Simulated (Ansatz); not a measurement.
**Geometry relaxation, with input and output: Mo4H (part 2 of 2)**

Mo4H (slab, 5 atoms in the cell); DFT PBEsol, scalar-relativistic, plane waves, PAW, no spin polarisation (Ansatz 0.2.0); cutoff 420 eV, 11×11×1 k-mesh, Gaussian smearing of 0.1 eV. The structure derives from an entry of the Crystallography Open Database. The input holds or restrains some coordinates. Forces given for the steps count only the free coordinates. It belongs to a series of runs on one base structure; here: H put at a bridge Mo-Mo site.

Geometry of the input (Å; fractional positions):
```
2.7101  0.0000  0.0000
-0.9034  2.5551  0.0000
0.0000  0.0000  25.6383
Mo 0.5000  0.5000  0.3315
Mo 0.0000  0.0000  0.4178
Mo 0.5000  0.5000  0.5042
Mo 0.0000  0.0000  0.5867
H  0.5000  1.0000  0.6359
```

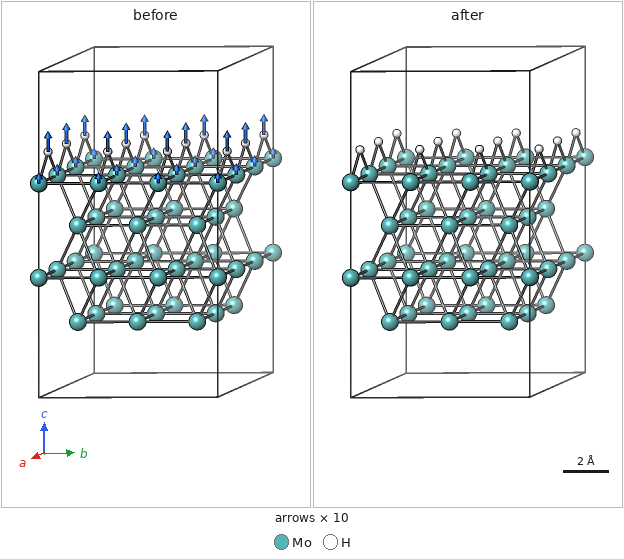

*Before (left) and after (right) the restrained relaxation, at one scale (ball-and-stick view of the 3 × 3 repeat of the cell, with the vacuum cut short, seen slightly off an axis). The blue arrows give the displacements, magnified 10 times.*

The largest move is that of H5, 0.098 Å. Largest moves by element: H 0.098 Å, Mo 0.053 Å. The lattice vectors keep their values. Among the contacts that change: Mo3–Mo4 2.632 → 2.679 Å, Mo4–H5 1.850 → 1.881 Å. After 3 geometry steps the energy has fallen by 20.4 meV per cell of the calculation. Largest force component: 0.47 eV/Å at the start, 0.0013 eV/Å at the end. (Atoms are counted from 1 in the order of the input.)

```
WARN: The output density's exchange-correlation potential varies sharply where the density is thin. Do not read a vacuum level from v_tot or v_xc, or from such a field of the output density. On a cell that repeats whose density bears no net charge and no dipole along the vacuum's axis use v_es (v_loc + v_h of the components); under efield.dipole_correction with no amplitude use v_es + v_field, which holds any external_charges[].barrier, or the levels of the report's work_function block, which leave it out; under a non-zero efield.amplitude the vacuum is tilted and has no level; on a cell that repeats and bears such a dipole with no correction it is tilted too, and efield.dipole_correction with no amplitude gives each side of its ramp a level where efield: is served; in a cell that repeats whose density bears a net charge (total_charge, or a fill off its count) it is curved and has none; of a slab under crystal.periodic whose density bears no net charge use v_es, which has a level on each side, short of where the two are joined; of another it falls or rises all the way out and has none; of a slab beside external_charges read slab_vacuum_level instead, which it has where they leave it neutral. The grid or the basis barely resolves most such structure, and the values can differ between equally converged runs; as a rule a tighter scf.convergence.dr2_threshold does not remove it. Where the density itself ripples (under the LDA too) a higher basis.ecutwfc lessens it. The files hold the spikes' plane waves up to the density's cutoff. Files: v_tot_of_output_density and the like, and their columns of v_z.tsv (output.write_potential); v_xc_of_output_density and the like, and their columns of v_comp_z.tsv (output.write_potential_components). Measured: with its Gaussian average of σ = 0.25 Å subtracted twice, the exchange-correlation potential is over 0.1 eV at 3 of the grid points where the equally averaged density (valence and model cores) is under 1e-3 e/Å³, and 0.168 eV at the most among them, at an averaged density of 2.7e-8 e/Å³. The input density's (outcome.potential() and, of a run that writes arrays, v_tot and v_xc) is over 0.1 eV, so measured, at 85 points of its own thin density, 0.142 eV at the most. See output.write_potential in the manual, Limitations
SCF converged after 5 iterations
Free energy (F): -19603.461819 eV
Harris-Foulkes:  -19603.461819 eV  (|F-HF|=3.11e-8)
Internal energy: -19603.445607 eV  (E = F + TS)
E sigma→0 (E₀):  -19603.453713 eV
Entropy (-TS):   -0.016211 eV (-3.242 meV/atom)
Fermi energy:    4.316810 eV
Dipole field:    D = -0.017989 V/Å  (p = -0.017649 e·Å, saw-weighted, corrected)
Work function:   Φ+ = 5.2092 eV   Φ− = 4.7480 eV
Levels:          The Fermi level and band energies are counted from a zero that moves with the ramp; work functions are not
--- Per-component energies (eV) ---
  E_band       = -1154.058201
  E_kinetic    = 1774.889049
  E_local      = -81288.098371  (includes V_loc(G=0)·N_el)
  E_nonlocal   = 580.961897
  E_hartree    = 39641.276843
  E_xc         = -736.157630
  E_vxc        = -922.343321  (∫ρ·V_xc dr)
  E_paw        = -12575.946370  (= ΣΔE_a)
  E_vpaw       = -581.505735  (= ΣTr[D̂ρ^β])
  E_aug_tail   = -0.001007  (compensation charges beyond the density's cutoff)
  E_efield     = 0.000159  (sawtooth field / dipole correction)
  E_vefield    = -0.526185  (∫n·V_field dr)
  E_ewald      = 32998.792626
  E_core_change = 0.837197  (= ΣΔE_core)
  E_smearing   = -0.016211  (= −TS)
  E_closure    = 0.000000  (closes the sum)
  Σ components = -19603.461819   (vs F -19603.461819, Δ=0.00e0)
--- Forces (eV/Å), atoms counted from 1 ---
  atom   1  Mo     0.00000000     0.00000000     0.62082533
  atom   2  Mo    -0.00000000     0.00000000    -0.62012502
  atom   3  Mo    -0.00000000     0.00000000    -0.00130461
  atom   4  Mo    -0.00000000     0.00000000    -0.00061549
  atom   5  H      0.00000000     0.00000000     0.00117223
  max |Σ_I F_I| component: 4.76e-5 eV/Å
--- Band table (eV; the first three rows and the last of 61) ---
  k-point 0: bands = ["-56.8828", "-56.7613", "-56.6247", "-56.5913", "-31.4894", "-31.0948", "-30.6075", "-30.5739", "-30.3920", "-30.2354", "-30.2138", "-30.1755", "-30.1255", "-30.1085", "-30.0744", "-29.9625", "-2.8606", "-2.0036", "-1.0846", "-0.6998", "0.6500", "1.0342", "1.6290", "2.2917", "2.7308", "2.8492", "2.9293", "3.3465", "3.8358", "4.7414", "5.2269", "5.4922", "5.7014", "5.9231", "6.0081"]
  k-point 1: bands = ["-56.8675", "-56.7485", "-56.6156", "-56.5834", "-31.4602", "-31.0976", "-30.6643", "-30.5973", "-30.3930", "-30.2939", "-30.2605", "-30.1895", "-30.1637", "-30.1487", "-30.1165", "-30.0030", "-2.6284", "-1.7899", "-0.8312", "-0.4435", "0.7789", "1.1382", "1.6973", "2.3025", "2.5892", "2.6871", "2.9375", "3.4551", "3.5493", "4.5940", "4.9412", "5.3350", "5.4750", "5.8187", "5.8981"]
  k-point 2: bands = ["-56.8256", "-56.7135", "-56.5920", "-56.5621", "-31.3822", "-31.1305", "-30.8249", "-30.6926", "-30.5052", "-30.4227", "-30.3836", "-30.3056", "-30.2299", "-30.2093", "-30.1376", "-30.0444", "-2.0506", "-1.2729", "-0.2652", "0.1123", "1.0258", "1.4130", "1.8990", "2.1239", "2.3581", "2.4401", "2.6970", "3.3610", "3.5067", "4.1574", "5.2262", "5.3164", "5.3685", "5.5974", "5.9360"]
  k-point 60: bands = ["-56.6791", "-56.5865", "-56.5231", "-56.4785", "-31.5352", "-31.4881", "-31.3225", "-31.1994", "-30.8398", "-30.6825", "-30.5909", "-30.5107", "-30.3464", "-30.2386", "-30.1998", "-30.1283", "-1.1863", "-0.5096", "-0.1746", "0.4497", "0.8501", "1.2468", "1.2678", "1.6372", "2.1656", "2.6970", "3.4169", "4.2939", "5.2605", "5.3615", "5.6441", "5.8760", "6.1796", "6.2428", "7.2598"]
--- Relaxed structure (4 steps of the walk, 4 accepted, 0 SCFs on fresh bases) ---
  F+E_penalty+E_count = -19603.46181864 eV   max|allowed force component| = 1.305e-3 eV/Å
  atoms:
    - { symbol: Mo, position: [0.5, 0.5, 0.3315357299000001] }
    - { symbol: Mo, position: [0.0, 0.0, 0.4178424410000001] }
    - { symbol: Mo, position: [0.5, 0.5, 0.5039474328760978] }
    - { symbol: Mo, position: [2.1690554414141656e-18, 0.0, 0.5887751810310731] }
    - { symbol: H, position: [0.5, 1.0, 0.6396615643894412] }
```

**Trajectory as extended XYZ (Å, eV, eV/Å), 4 frames, from step=1 to step=4**
```
5
Lattice="2.7101 0.0000 0.0000 -0.9034 2.5551 0.0000 0.0000 0.0000 25.6383" Properties=species:S:1:pos:R:3:forces:R:3 step=1 energy=-19603.44139
Mo    0.9034    1.2775    8.5000    0.0000   0.0000   0.5958
Mo    0.0000    0.0000   10.7128    0.0000   0.0000  -0.5957
Mo    0.9034    1.2775   12.9261    0.0000   0.0000  -0.4718
Mo    0.0000    0.0000   15.0422    0.0000   0.0000   0.1613
H     0.4517    2.5551   16.3022    0.0000   0.0000   0.3103
5
Lattice="2.7101 0.0000 0.0000 -0.9034 2.5551 0.0000 0.0000 0.0000 25.6383" Properties=species:S:1:pos:R:3:forces:R:3 step=2 energy=-19603.45460
Mo    0.9034    1.2775    8.5000    0.0000   0.0000   0.6400
Mo    0.0000    0.0000   10.7128    0.0000   0.0000  -0.6305
Mo    0.9034    1.2775   12.9183    0.0000   0.0000   0.2776
Mo    0.0000    0.0000   15.1332    0.0000   0.0000  -0.1533
H     0.4517    2.5551   16.4582    0.0000   0.0000  -0.1343
5
Lattice="2.7101 0.0000 0.0000 -0.9034 2.5551 0.0000 0.0000 0.0000 25.6383" Properties=species:S:1:pos:R:3:forces:R:3 step=3 energy=-19603.46169
Mo    0.9034    1.2775    8.5000    0.0000   0.0000   0.6183
Mo    0.0000    0.0000   10.7128    0.0000   0.0000  -0.6190
Mo    0.9034    1.2775   12.9207    0.0000   0.0000  -0.0418
Mo    0.0000    0.0000   15.0899    0.0000   0.0000   0.0361
H     0.4517    2.5551   16.3937    0.0000   0.0000   0.0066
5
Lattice="2.7101 0.0000 0.0000 -0.9034 2.5551 0.0000 0.0000 0.0000 25.6383" Properties=species:S:1:pos:R:3:forces:R:3 step=4 energy=-19603.46182
Mo    0.9034    1.2775    8.5000    0.0000   0.0000   0.6208
Mo    0.0000    0.0000   10.7128    0.0000   0.0000  -0.6201
Mo    0.9034    1.2775   12.9203    0.0000   0.0000  -0.0013
Mo    0.0000    0.0000   15.0952    0.0000   0.0000  -0.0006
H     0.4517    2.5551   16.3998    0.0000   0.0000   0.0012
```

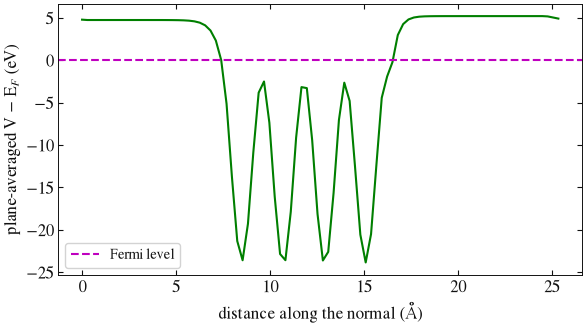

*Plane average of the electrostatic potential energy of an electron across the cell, from the Fermi level.*

The vacuum level lies 5.21 eV above the Fermi level on the upper side and 4.75 eV on the lower.

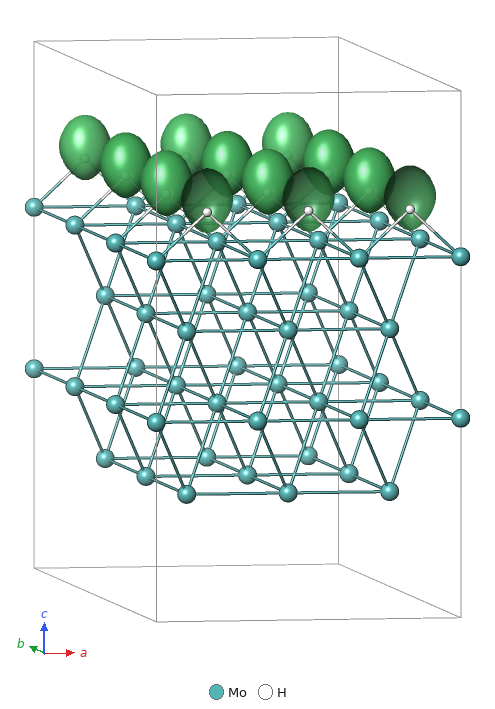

*Isosurface of the electron localisation function at 0.8 (green), seen slightly off an axis. Core shells and regions of very low density are left out. Sticks mark near contacts.*

Profiles from the grid: Mo–H (1.88 Å): the ELF climbs to about 1 towards the hydrogen, as it does in any bond to H. Mo–Mo (2.68 Å): the ELF is about 0.35 at the midpoint; no shared electron pair. Core electrons are frozen (PAW), so the fields are smoothed inside the atomic spheres.

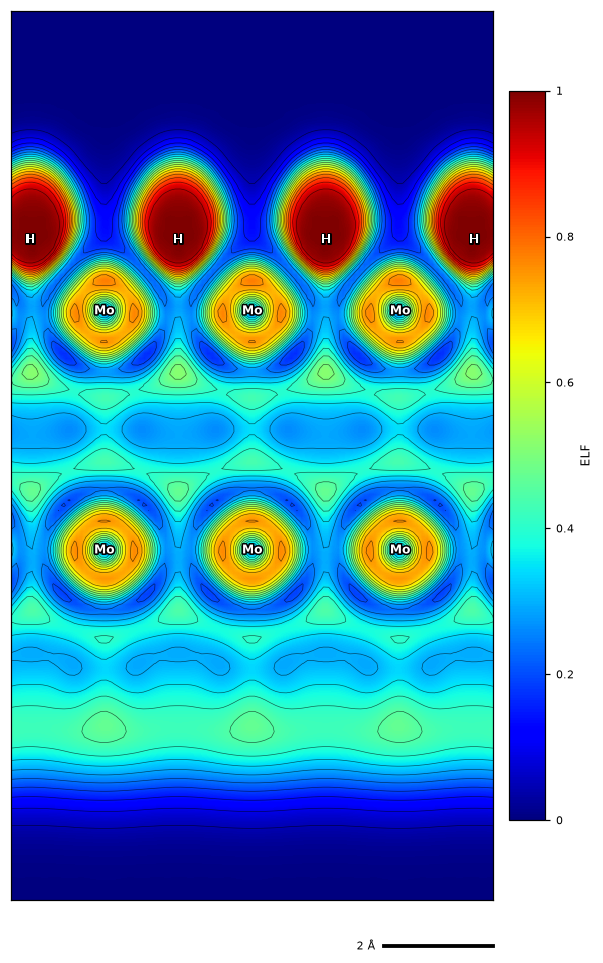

*ELF on the (010) plane of the calculation cell, a cut from vacuum to vacuum.*

The section cuts through Mo and H sites. Mo–H (1.88 Å): the ELF climbs to about 1 towards the hydrogen. The strong features right at Mo lie inside the PAW spheres (semicore, d or f shells) and say nothing about bonding.

**Results in brief**

```csv
quantity,value
outcome,converged under the restraints of the input
electrons treated,57
free energy,−19603.4618 eV
"work function, top face",5.21 eV
"work function, bottom face",4.75 eV
Fermi energy,4.317 eV
gap on the k-point mesh,none (metallic)
final volume,177.53 Å³
work function (upper face),5.21 eV
"largest force (length of the vector) at the end, held atoms and coordinates included",0.621 eV/Å
hardware,"2 threads of AMD EPYC (Zen 5), 32 GiB of memory available, shared host"
wall time,25 s (CPU time 49 s)
peak memory,0.65 GiB
```

Warnings of the run: the exchange-correlation potential is rough where the density is thin.
